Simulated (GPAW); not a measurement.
# GaN (F-43m): refractive index against wavelength

The refractive index of GaN (F-43m) below the direct gap (1.76 eV on the mesh) is read from one computed spectrum, n = √(Re ε).

Cell: a, b, c = 3.187, 3.187, 3.187 Å (primitive vectors), 2 atoms.

Method: GPAW 26.7.0, PBE, RPA, k-mesh 16×16×16, local fields up to 70 eV, Lorentzian half width 0.12 eV.

Launch of the response step: `OMP_NUM_THREADS=1 python df.py`. The run took 47 s, its band step included, on 1 thread of Arm Neoverse V1, on a shared host.

| wavelength (nm) | photon energy E (eV) | n |
| --- | --- | --- |
| 3000 | 0.413 | 2.3831 |
| 2000 | 0.620 | 2.3913 |
| 1550 | 0.800 | ? |
| 1310 | 0.946 | 2.4129 |
| 1064 | 1.165 | 2.4355 |

In the single-oscillator model n² − 1 = E₀E_d/(E₀² − E²), so 1/(n² − 1) = E₀/E_d − E²/(E₀E_d) is linear in E².

Working, on the rows shown:

| x = E² (eV²) | y = 1/(n² − 1) |
| --- | --- |
| 0.170801 | 0.213713 |
| 0.384302 | 0.21194 |
| 0.895757 | 0.207379 |
| 1.35784 | 0.202771 |

Means: x̄ = 0.70218, ȳ = 0.20895. Σ(x − x̄)(y − ȳ) = -0.007837, Σ(x − x̄)² = 0.8508. Slope = -0.007837 / 0.8508 = -0.009211; intercept = ȳ − slope · x̄ = 0.21542. Turned back into n, the line misses the rows shown by at most 0.001.

Q: What does the fit predict for the withheld row, and how well does it do?

A: At x = 0.63984 the line gives y = 0.20953, that is 2.4026. The run gave 2.4017, so the interpolation is off by 0.00094, 1.8 % of the range in the table.

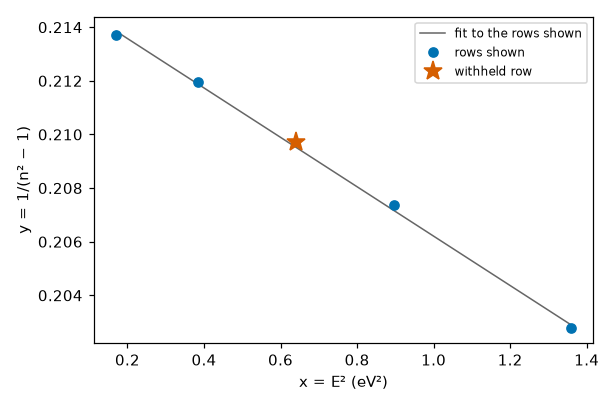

Refitted with all rows, the slope is -0.009223 and the intercept 0.21547. These give E₀ = √(intercept/−slope) = 4.83 eV and E_d = E₀/intercept = 22.4 eV; E₀ is 2.7 times the direct gap. The electronic limit at long wavelengths, without lattice vibrations, is n = √(1 + 1/intercept) = 2.375. Excitons are left out; PBE gaps are as a rule too small. The values come from a sum over the points of one k-mesh and carry its error, which grows as the direct gap shrinks. Spin-orbit coupling is left out.
